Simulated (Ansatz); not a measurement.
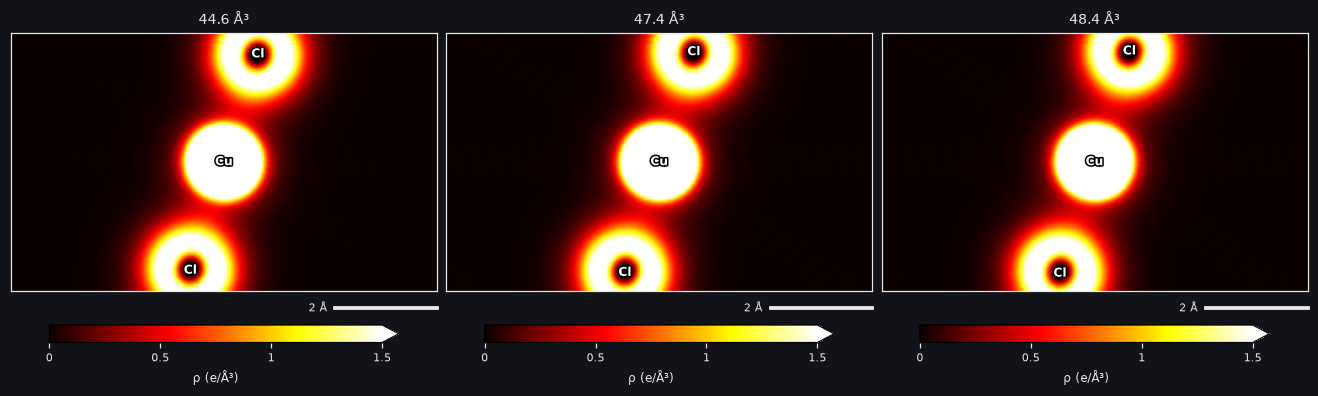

CuCl2. The valence charge density (pseudo) of cells scaled evenly to different volumes (given per atom above each panel), on the (100) plane of each (indices in the axes of the cell below), at one length scale and on one colour scale.

A structure from a database of computed crystals, not necessarily the ambient phase.

These are results of Ansatz 0.2.0, Kohn-Sham DFT of a periodic cell, r2SCAN, Ansatz PAW, not measurements.

In a PAW calculation such maps are meaningful between the atoms, not at the nuclei.

The largest cell:

```
CELL_PARAMETERS angstrom
-2.28453 2.28453 6.95018
2.28453 -2.28453 6.95018
2.28453 2.28453 -6.95018
ATOMIC_POSITIONS crystal
Cu 0.00000 0.00000 0.00000
Cl 0.00000 0.50000 0.50000
Cl 0.50000 0.00000 0.50000
```

| volume (Å³/atom) | Cu–Cl contact in the plane (Å) | ρ at its midpoint (e/Å³) | pressure (GPa) | 
| --- | --- | --- | --- |
| 44.64 | 2.224 | 0.565 | 0.8 | 
| 45.57 | 2.240 | ? | ? | 
| 47.43 | 2.270 | 0.516 | −0.7 | 
| 48.36 | 2.285 | 0.501 | −1.1 | 

Q: Estimate the missing row, and compare with the calculation.

A: Over the known rows ln ρ falls by 1.97 per Å of Cu–Cl distance (a least-squares line), which gives 0.547 e/Å³ at 2.240 Å; the calculation gives 0.548 e/Å³. For the pressure, a straight line in volume between the neighbouring rows gives 0.3 GPa; the calculation gives 0.2.
